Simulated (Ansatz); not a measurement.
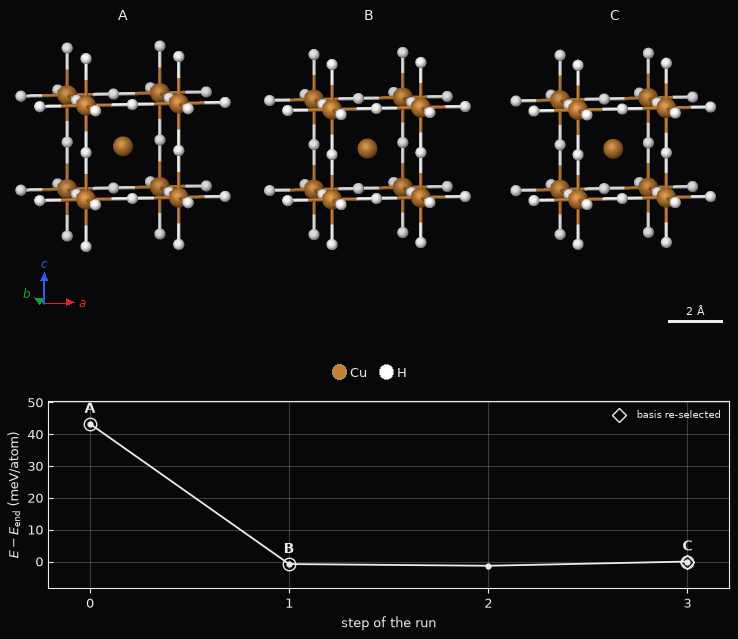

Frames of a relaxation of a crystal of Cu$_{2}$H$_{3}$ (a generated structure, set up in Pm-3m) (coarse preliminary run), marked on the history of the run. The picture is a ball-and-stick view of the cell of the calculation, seen slightly off an axis.

Computed with Ansatz, DFT PBE, scalar-relativistic, plane waves, PAW. Settings: plane-wave cutoff 420 eV; k-point mesh 6 × 6 × 6; occupations gaussian; smearing width 0.1 eV; no spin polarisation; cell and atoms relaxed; force threshold 0.04 eV/Å; at most 70 steps.

> Describe the path.

After 2 accepted moves (3 points after the start) the energy has fallen by 43.3 meV per atom. All forces vanish by symmetry, so only the cell relaxes. The pressure goes from −10.60 to 0.26 GPa. The SCF was repeated once at an unchanged geometry on a basis and grid sized afresh for the cell, which shifted the energy by 1.3 meV per atom at most. No atom moves by more than 0.005 Å relative to the cell. Cell: a = b = c 3.509 → 3.343 Å (−4.7 %). Volume −13.5 %. Among the contacts that change: Cu–H 1.755 → 1.671 Å. The space group stays Pm-3m (No. 221). From step 0 to 1: volume −12.1 %, energy −44.1 meV per atom. From step 1 to 3: volume −1.6 %, energy +0.8 meV per atom.

```json
{"step": "0", "E − E(0), meV/atom": "0.00", "pressure, GPa": "-10.60", "volume, Å³/atom": "8.642", "note": ""}
{"step": "1", "E − E(0), meV/atom": "-44.07", "pressure, GPa": "-1.26", "volume, Å³/atom": "7.593", "note": ""}
{"step": "2", "E − E(0), meV/atom": "-44.61", "pressure, GPa": "0.35", "volume, Å³/atom": "7.471", "note": ""}
{"step": "3", "E − E(0), meV/atom": "-43.28", "pressure, GPa": "0.26", "volume, Å³/atom": "7.471", "note": "same geometry, new basis"}
```
